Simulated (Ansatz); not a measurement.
A series of calculations on Zn24O23

Part 1: Relaxation

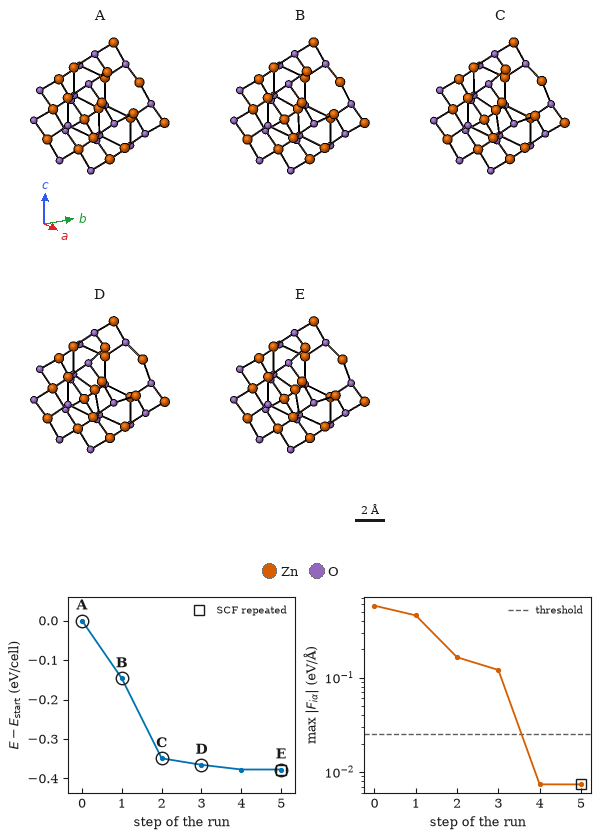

Frames of a relaxation of a defect cell of composition Zn$_{24}$O$_{23}$ (cell charge +1) (coarse preliminary run), marked on the history of the run. The picture is a ball-and-stick view of the atoms within 5.0 Å of the atom that moves most (axes of the cell of the calculation (origin shifted)), seen slightly off an axis.

Case: O vacancy (site b), charge +1, atoms relaxed at the host's cell.

Level of theory: DFT PBE, scalar-relativistic, plane waves, PAW (Ansatz 0.2.0). (plane-wave cutoff 420 eV; k-point mesh 1 × 1 × 1; occupations gaussian; smearing width 0.01 eV; collinear spin; atoms relaxed in a fixed cell; force threshold 0.025 eV/Å; at most 45 steps)

Question: What happens along the run?

Answer: A Zn atom moves most: 0.34 Å along [−1 −1 −1]. Largest moves by element: Zn 0.34 Å, O 0.04 Å. The lattice vectors keep their values. Among the contacts that change: O–Zn 1.963 → 1.919 Å, O–Zn 1.996 → 1.975 Å, O–Zn 2.027 → 2.041 Å, O–Zn 2.021 → 2.015 Å. Among the angles between lasting bonds that change: Zn–O–Zn 108.7° → 98.4°, Zn–O–Zn 106.7° → 96.9°, O–Zn–O 112.4° → 118.4°. The energy falls by 0.377 eV per cell of the calculation in 4 accepted moves (5 points after the start). Largest force component: 0.58 eV/Å at the start, 0.0074 eV/Å at the end. 1 step only repeated the SCF at the same geometry. The run took 2.7 min on 4 threads of Intel(R) Xeon(R) Processor @ 2.50GHz (Skylake/Cascade Lake), on a shared host, peak memory 1.2 GiB. From step 0 to 1: Zn atoms move most (0.08 Å), energy −0.147 eV per cell of the calculation. From step 1 to 2: a Zn atom moves most (0.19 Å), energy −0.202 eV per cell of the calculation. From step 2 to 3: a Zn atom moves most (0.10 Å), energy −16.5 meV per cell of the calculation. From step 3 to 5: a Zn atom moves most (0.03 Å), energy −11.8 meV per cell of the calculation.

| step | E − E(0), meV/atom | largest force component, eV/Å | note |
| --- | --- | --- | --- |
| 0 | 0.00 | 0.5777 |  |
| 1 | -3.12 | 0.4560 |  |
| 2 | -7.43 | 0.1641 |  |
| 3 | -7.78 | 0.1204 |  |
| 4 | -8.03 | 0.0074 |  |
| 5 | -8.03 | 0.0074 | same geometry, SCF repeated |

Limits of the set-up: the periodic images lie only 8.4 Å apart, so the values are limited by the cell's size; the cell is charged, on a uniform background, and energies carry no finite-size correction.

Part 2: Relaxation

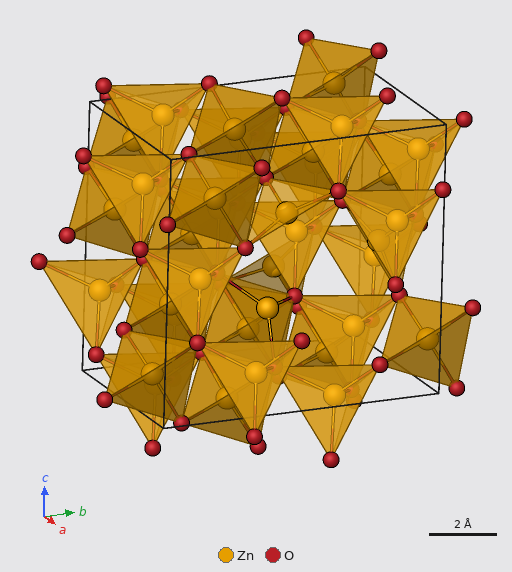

Starting structure of a defect cell of composition Zn$_{24}$O$_{23}$ (cell charge +2) (coarse preliminary run). A polyhedral model of the cell of the calculation, seen slightly off an axis.

Case: O vacancy (site b), charge +2, atoms relaxed at the host's cell.

Level of theory: Ansatz, DFT PBE, scalar-relativistic, plane waves, PAW.

Set-up: plane-wave cutoff 420 eV; k-point mesh 1 × 1 × 1; occupations gaussian; smearing width 0.01 eV; no spin polarisation; atoms relaxed in a fixed cell; force threshold 0.025 eV/Å; at most 45 steps.

```
Zn O
1.0
    -3.27939   -5.68007    5.29323
     6.55878    0.00000    5.29323
    -3.27939    5.68007    5.29323
Zn O
24 23
Direct
  0.64191 0.47525 0.30858
  0.49816 0.33168 0.66745
  0.83240 0.67052 0.00101
  0.49835 0.83411 0.16483
  0.83719 0.16768 0.49907
  0.00078 0.33150 0.16501
  0.33435 0.66574 0.50386
  0.66721 0.00112 0.83784
  0.17118 0.50055 0.83445
  0.16779 0.00451 0.33388
  0.99820 0.83154 0.66487
  0.33413 0.16746 0.00079
  0.49589 0.16524 0.33320
  0.32952 0.00289 0.67110
  0.66654 0.32922 0.99857
  0.33191 0.49987 0.16255
  0.64207 0.87293 0.50809
  0.83534 0.00298 0.16748
  0.16964 0.33415 0.50201
  0.50082 0.66868 0.83631
  0.00444 0.16285 0.83623
  0.03960 0.67475 0.30873
  0.84142 0.47540 0.70626
  0.16956 0.83777 0.99619
  0.62394 0.46010 0.79220
  0.95921 0.79497 0.12470
  0.62677 0.95887 0.29061
  0.96164 0.29137 0.62588
  0.12554 0.45728 0.29343
  0.45804 0.79254 0.62831
  0.79526 0.12663 0.95942
  0.29276 0.62859 0.95996
  0.29330 0.12609 0.46192
  0.12350 0.95684 0.79017
  0.46145 0.29479 0.12812
  0.62756 0.29131 0.46109
  0.46032 0.12548 0.79413
  0.79442 0.46089 0.12465
  0.45798 0.62775 0.29422
  0.79251 0.95995 0.62666
  0.96000 0.12710 0.29333
  0.29377 0.46000 0.62667
  0.62666 0.79333 0.96044
  0.12747 0.29366 0.95882
  0.12662 0.79333 0.45918
  0.96000 0.62585 0.79329
  0.29215 0.96080 0.12699
```

What does the optimiser find from here?

The largest moves, 0.076 Å, are those of Zn17, Zn22 and Zn23. Zn23 goes roughly along [1 −2 3]. By element the largest moves are Zn 0.076 Å, O 0.007 Å. The cell doesn't change. Near-neighbour distances that change, for instance: Zn17–O27 1.919 → 1.912 Å, Zn1–O36 1.926 → 1.920 Å, Zn13–O33 1.975 → 1.970 Å, Zn14–O34 1.976 → 1.972 Å. Bond angles that change, for instance: Zn15–O25–Zn23 98.4° → 96.3°, Zn22–O26–Zn24 99.6° → 97.6°. The energy falls by 39.4 meV per cell of the calculation in 2 accepted moves (3 points after the start). The largest force component goes from 0.26 to 0.023 eV/Å. 1 step only repeated the SCF at the same geometry.

The end point in the same view:

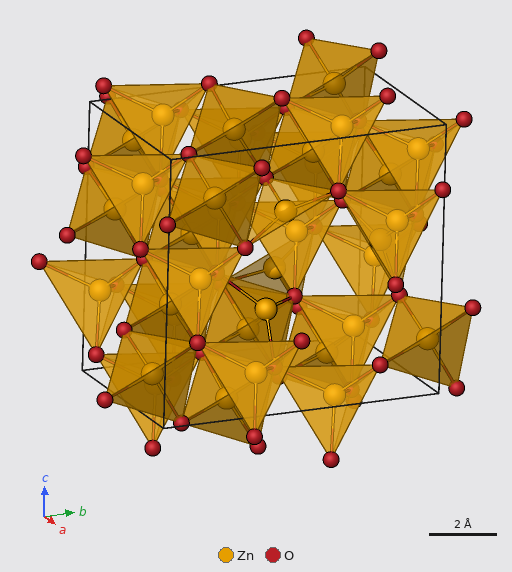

Limits of the set-up: the periodic images lie only 8.4 Å apart, so the values are limited by the cell's size; the cell is charged, on a uniform background, and energies carry no finite-size correction.

Part 3: Defect

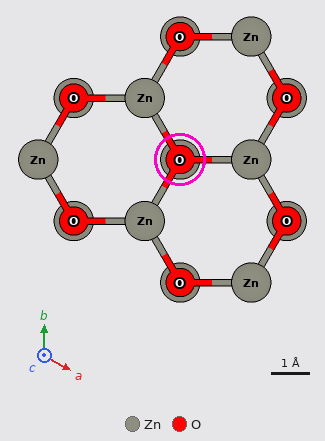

Perfect ZnO. Style: ball-and-stick. Shown: the atoms within 4.6 Å of one point, in a slice 4.2 Å thick across the line of sight, along the c axis.

These are results of Ansatz, DFT PBE, scalar-relativistic, plane waves, PAW, not measurements. Settings: plane-wave cutoff 420 eV; k-point mesh 1 × 1 × 1; occupations gaussian; smearing width 0.01 eV; collinear spin. The cell is small and the k-mesh coarse, so the numbers are rough. A uniform background neutralises the charged cell. The axes drawn are those of the host's conventional cell.

An oxygen atom is taken out (a vacancy) at the ringed place, in charge state +1. The supercell has 48 sites, and the atoms are relaxed at the host's cell.

> How do the neighbours respond?

Around the empty O site the host had 4 Zn at 2.00 to 2.01 Å; after relaxation the nearest atoms are 4 Zn at 2.38 to 2.41 Å. Of the host's atoms, a zinc atom moves furthest from its site, by 0.40 Å. The cell's net moment is 1.00 μB.

The relaxed defect, seen from the same direction:

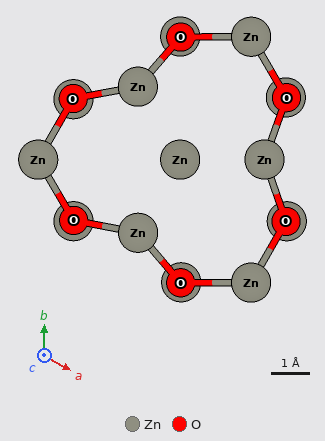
